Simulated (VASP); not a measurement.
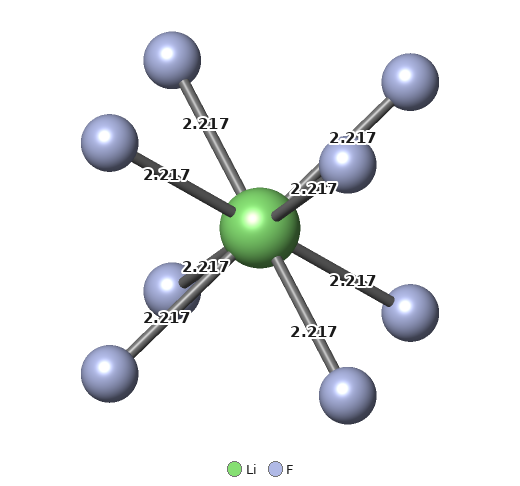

The surroundings of site Li1 (at 0.000, 0.000, 0.000) in LiF in space group Pm-3m, with bond lengths in Å.

The cell is taken from a cell listed in the Materials Project, as set up for an electronic-structure calculation.

```
F Li
1.0
     2.55953    0.00000    0.00000
     0.00000    2.55953    0.00000
     0.00000    0.00000    2.55953
F Li
1 1
Direct
  0.50000 0.50000 0.50000
  0.00000 0.00000 0.00000
```

Bond valence s = exp((R0 − d)/b), R0 fitted to published crystal structures with b = 0.37 Å; R0 in Å: Li+–F 1.348.

Question: Calculate the bond-valence sum of Li1 from the bonds drawn.

Answer: 8 × 0.095 = 0.76 v.u., against a formal valence of 1: underbonded (bonds long for this ion) by 0.24.

Question: And over the whole structure?

Answer:
| site | x, y, z | formal valence | bond-valence sum | difference |
| --- | --- | --- | --- | --- |
| F1 | 0.500, 0.500, 0.500 | −1 | 0.77 | -0.23 |
| Li1 | 0.000, 0.000, 0.000 | +1 | 0.77 | -0.23 |

These sums include all anions within 5 Å. The global instability index (root mean square of the differences over all atoms) is 0.23 v.u.: above 0.2, which by the usual rule of thumb marks a strained structure. The cell was not relaxed for this table, and a volume that is off by a few per cent shifts all sums together.
